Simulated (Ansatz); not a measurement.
# Calculations on Si

Part 1: Scan

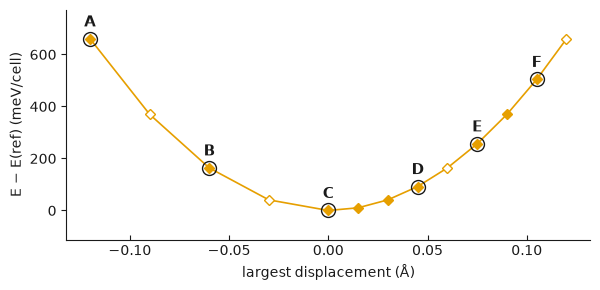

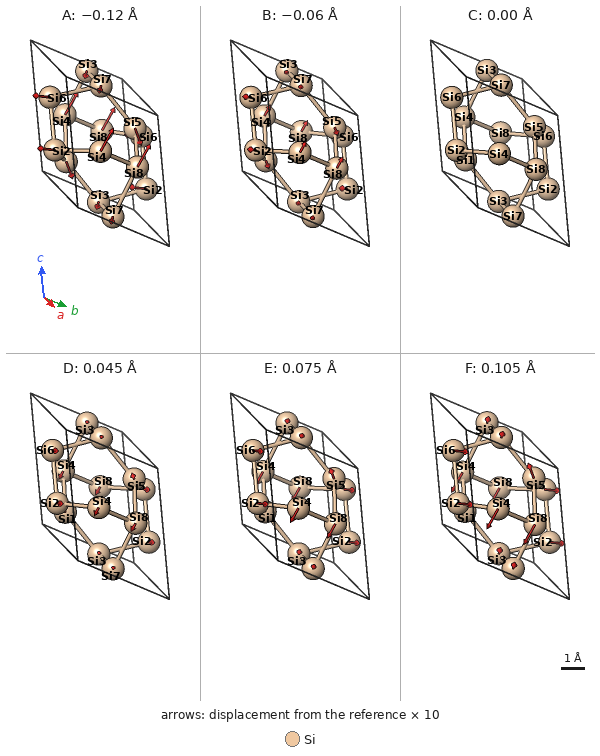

A scan of a crystal of Si (Ia-3): a normal mode at the zone centre (one arbitrary combination within a set of 3 degenerate modes) is frozen in with the cell fixed, the amplitude being the largest displacement of an atom. The lettered frames are marked on the plot. Hollow markers are points alike by symmetry, not computed again. A ball-and-stick model of the cell of the calculation, seen slightly off an axis. Red arrows: displacements from the reference.

These are results of DFT r2SCAN, scalar-relativistic, plane waves, PAW in Ansatz, not measurements. Set-up: plane-wave cutoff 500 eV; k-point mesh 8 × 8 × 8; occupations gaussian; smearing width 0.15 eV; no spin polarisation. Energies (free energies at the smearing named) are counted from the relaxed crystal.

Read off the main features of the energy profile.

Answer. The harmonic wavenumber of the mode is 398 cm⁻¹, a stable vibration. Of the computed points the lowest is at the amplitude 0.00 Å, 0 meV/cell. At the ends of the scan the energy is 660 meV/cell (−0.12 Å) and 660 meV/cell (0.12 Å). The well is symmetric. At the highest point the shortest interatomic distance is 2.23 Å, against 2.32 Å in the reference.

The computed points:

```csv
largest displacement (Å),E − E(ref) (meV/cell)
−0.120,660
−0.090,369
−0.060,164
−0.030,41
0.000,0
0.015,10
0.030,41
0.045,92
0.060,164
0.075,256
0.090,369
0.105,504
0.120,660
```

Points that are alike by symmetry were computed once.

Part 2: Scan

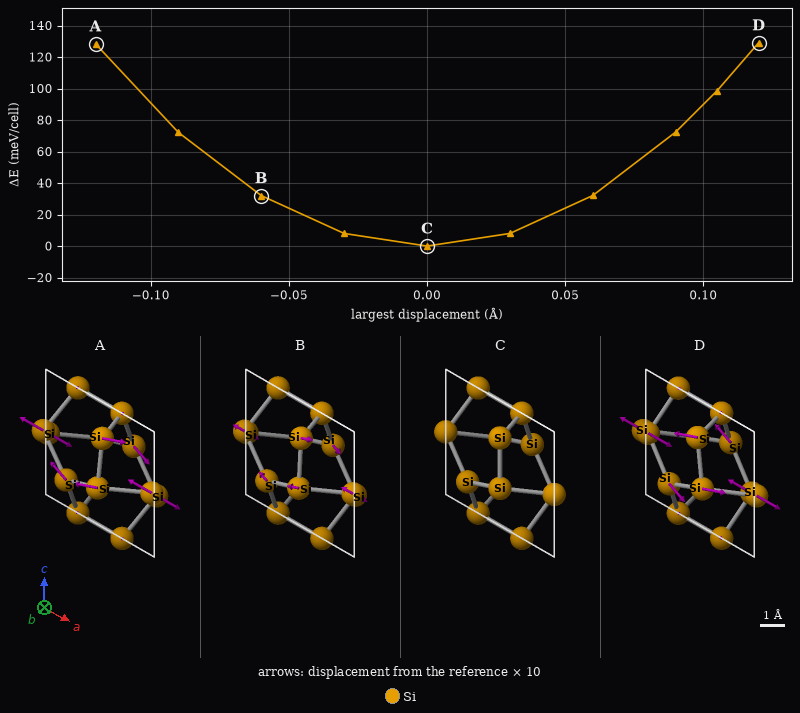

Energy scan for crystalline Si (Ia-3), in which a normal mode at the zone centre (one arbitrary combination within a set of 3 degenerate modes) is frozen in with the cell fixed, the amplitude being the largest displacement of an atom. The lettered frames are marked on the plot. The picture is a ball-and-stick view of the cell of the calculation, seen along the b axis. Purple arrows: displacements from the reference.

Method: DFT r2SCAN, scalar-relativistic, plane waves, PAW (Ansatz). (plane-wave cutoff 500 eV; k-point mesh 8 × 8 × 8; occupations gaussian; smearing width 0.15 eV; no spin polarisation). Energies (free energies at the smearing named) are counted from the relaxed crystal.

Q: Describe the profile.

A: The harmonic wavenumber of the mode is 173 cm⁻¹, a stable vibration. The lowest computed point lies at the amplitude 0.00 Å (0.0 meV/cell). At the ends of the scan the energy is 128.3 meV/cell (−0.12 Å) and 129.0 meV/cell (0.12 Å). The well is symmetric.

Part 3: Energy map

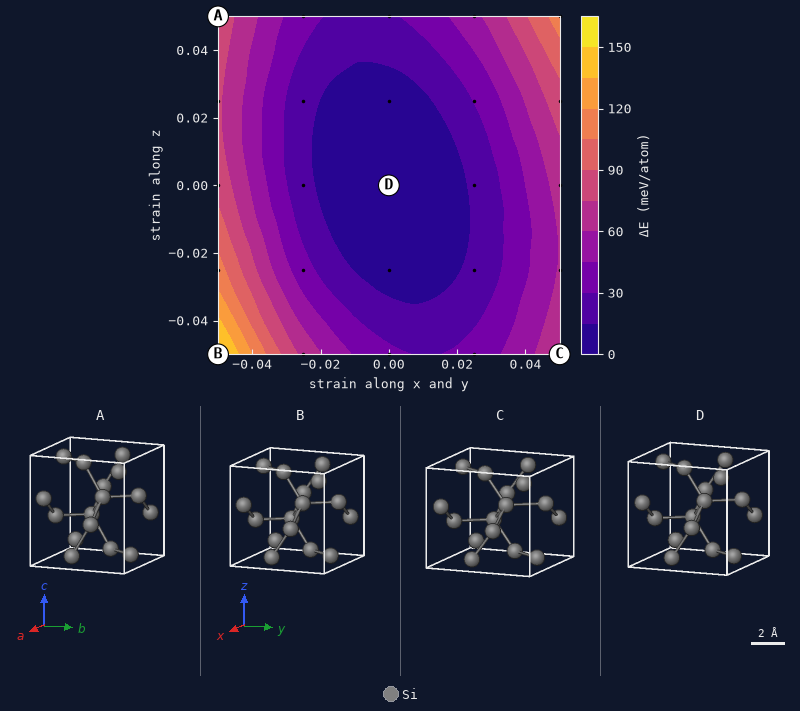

Crystalline Si (Ia-3): the cell is strained equally along x and y and separately along z, with the atoms kept at their fractional coordinates. x, y and z are the Cartesian axes of the input. The map is interpolated between the computed points (dots). The lettered frames are marked on it. A ball-and-stick model of the conventional cell (2 times the calculation's cell), seen slightly off an axis. Lengths and directions refer to the drawn axes.

Method: DFT r2SCAN, scalar-relativistic, plane waves, PAW (Ansatz). (plane-wave cutoff 500 eV; k-point mesh 8 × 8 × 8; occupations gaussian; smearing width 0.15 eV; no spin polarisation). Energies (free energies at the smearing named) are counted from the relaxed crystal.

Where is the lowest point of the map, and what else does it tell?

In pairs of (strain along x and y; strain along z): the lowest computed point lies at (0.000, 0.000) (0.0 meV/atom), the highest at (−0.050, −0.050) (156.9 meV/atom). The valley is tilted: raising the in-plane strain is made harder by raising the strain along z (cross term 0.28 of the geometric mean of the two curvatures). Over the ranges scanned the energy rises more along the first axis, the in-plane strain. The pressure runs from −10.9 GPa at (0.050, 0.050) to 21.9 GPa at (−0.050, −0.050). The frames lie at A (−0.050, 0.050): 84.7 meV/atom, B (−0.050, −0.050): 156.9 meV/atom, C (0.050, −0.050): 70.8 meV/atom, D (0.000, 0.000): 0.0 meV/atom.
